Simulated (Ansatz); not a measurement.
# Geometry relaxation of Hf15S32 (part 4 of 4)

Continued. System: Hf15S32 (defect cell, 47 atoms in the cell). Method: DFT PBE+D3(BJ), scalar-relativistic, plane waves, PAW (Ansatz 0.2.0); cutoff 420 eV, 2×2×2 k-mesh, Gaussian smearing of 0.01 eV, collinear spins. The structure derives from a Materials Project entry. The run did not end well. It belongs to a series of runs on one base structure; here: Hf vacancy (site a), charge +0, atoms relaxed at the host's cell.

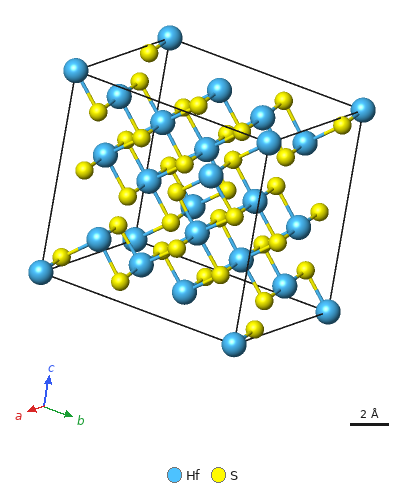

*The geometry at step 6 of the log (ball-and-stick view of the cell of the calculation, seen slightly off an axis).*

### Input
```yaml
crystal:
  lattice:
    - [-9.0146571002, -3.1227688221, 5.7703877075]
    - [9.0146571002, 3.1227688221, 5.7703877075]
    - [-1.80293142, 9.3683064662, -5.7703877075]
  atoms:
    - { symbol: Hf, position: [0.75, 0.125, 0.875] }
    - { symbol: Hf, position: [0.0, 0.25, 0.25] }
    - { symbol: Hf, position: [0.25, 0.125, 0.375] }
    - { symbol: Hf, position: [0.75, 0.625, 0.375] }
    - { symbol: Hf, position: [0.5, 0.25, 0.75] }
    - { symbol: Hf, position: [0.0, 0.75, 0.75] }
    - { symbol: Hf, position: [0.75, 0.375, 0.125] }
    - { symbol: Hf, position: [0.25, 0.375, 0.625] }
    - { symbol: Hf, position: [0.75, 0.875, 0.625] }
    - { symbol: Hf, position: [0.5, 0.5, 0.0] }
    - { symbol: Hf, position: [0.0, 0.0, 0.0] }
    - { symbol: Hf, position: [0.5, 0.0, 0.5] }
    - { symbol: Hf, position: [0.25, 0.625, 0.875] }
    - { symbol: Hf, position: [0.5, 0.75, 0.25] }
    - { symbol: Hf, position: [0.25, 0.875, 0.125] }
    - { symbol: S, position: [0.040469659, 0.8738029923, 0.1666666667] }
    - { symbol: S, position: [0.790469659, 0.4988029923, 0.5416666667], spin: 0.333 }
    - { symbol: S, position: [0.040469659, 0.6238029923, 0.9166666667] }
    - { symbol: S, position: [0.290469659, 0.4988029923, 0.0416666667] }
    - { symbol: S, position: [0.790469659, 0.9988029923, 0.0416666667] }
    - { symbol: S, position: [0.540469659, 0.6238029923, 0.4166666667] }
    - { symbol: S, position: [0.040469659, 0.1238029923, 0.4166666667] }
    - { symbol: S, position: [0.790469659, 0.7488029923, 0.7916666667] }
    - { symbol: S, position: [0.290469659, 0.7488029923, 0.2916666667] }
    - { symbol: S, position: [0.790469659, 0.2488029923, 0.2916666667], spin: 0.333 }
    - { symbol: S, position: [0.540469659, 0.8738029923, 0.6666666667] }
    - { symbol: S, position: [0.040469659, 0.3738029923, 0.6666666667], spin: 0.333 }
    - { symbol: S, position: [0.540469659, 0.3738029923, 0.1666666667] }
    - { symbol: S, position: [0.290469659, 0.9988029923, 0.5416666667] }
    - { symbol: S, position: [0.540469659, 0.1238029923, 0.9166666667] }
    - { symbol: S, position: [0.290469659, 0.2488029923, 0.7916666667] }
    - { symbol: S, position: [0.959530341, 0.6261970077, 0.3333333333], spin: 0.333 }
    - { symbol: S, position: [0.709530341, 0.2511970077, 0.7083333333] }
    - { symbol: S, position: [0.959530341, 0.3761970077, 0.0833333333] }
    - { symbol: S, position: [0.209530341, 0.2511970077, 0.2083333333] }
    - { symbol: S, position: [0.709530341, 0.7511970077, 0.2083333333] }
    - { symbol: S, position: [0.459530341, 0.3761970077, 0.5833333333] }
    - { symbol: S, position: [0.959530341, 0.8761970077, 0.5833333333] }
    - { symbol: S, position: [0.709530341, 0.5011970077, 0.9583333333] }
    - { symbol: S, position: [0.209530341, 0.5011970077, 0.4583333333], spin: 0.333 }
    - { symbol: S, position: [0.709530341, 0.0011970077, 0.4583333333] }
    - { symbol: S, position: [0.459530341, 0.6261970077, 0.8333333333] }
    - { symbol: S, position: [0.959530341, 0.1261970077, 0.8333333333] }
    - { symbol: S, position: [0.459530341, 0.1261970077, 0.3333333333] }
    - { symbol: S, position: [0.209530341, 0.7511970077, 0.7083333333], spin: 0.333 }
    - { symbol: S, position: [0.459530341, 0.8761970077, 0.0833333333] }
    - { symbol: S, position: [0.209530341, 0.0011970077, 0.9583333333] }
  host:
    lattice:
      - [3.6058628401, 0.0, 0.0]
      - [-1.80293142, 3.1227688221, 0.0]
      - [0.0, 0.0, 5.7703877075]
    atoms:
      - { symbol: Hf, position: [0.0, 0.0, 0.0] }
      - { symbol: S, position: [0.6666666667, 0.3333333333, 0.7476059846] }
      - { symbol: S, position: [0.3333333333, 0.6666666667, 0.2523940154] }
basis:
  ecutwfc: 420
  xc_grid: 2
kpoints:
  mp_grid: { grid: [2, 2, 2], shift: [0.5, 0.5, 0.5] }
hamiltonian:
  xc: pbe
  dispersion: d3bj
scf:
  occupations: { method: gaussian, width: 0.01 }
output:
  forces: true
  stress: false
  eigenvalues: true
  populations: true
  charged_corrections:
    defect_position: [0.0, 0.5, 0.5]
    epsilon: [[42.1465, 0.0, 0.0], [0.0, 42.1465, 0.0], [0.0, 0.0, 6.4737]]
  write_density: true
  write_potential: true
  elf: true
  volumetric_format: npy
magnetization:
  spin_polarized: true
relax:
  adjacent_minimum: "off"
  f_tol: 0.025
  max_steps: 45
```

Command:
```bash
ansatz run input.yaml --threads 4 --pin off --max-ram 10240MiB --backend cpu --events-out ev --progress --plain --runs-dir out
```

### What the run reported

```tsv
quantity	value
outcome	stopped at the time limit
hardware	4 threads of AMD EPYC (Zen 3), 189 GiB of memory available, shared host
wall time	24 min (CPU time 88 min)
peak memory	6.7 GiB
```

The run was cut off by its time limit, so the output is incomplete.
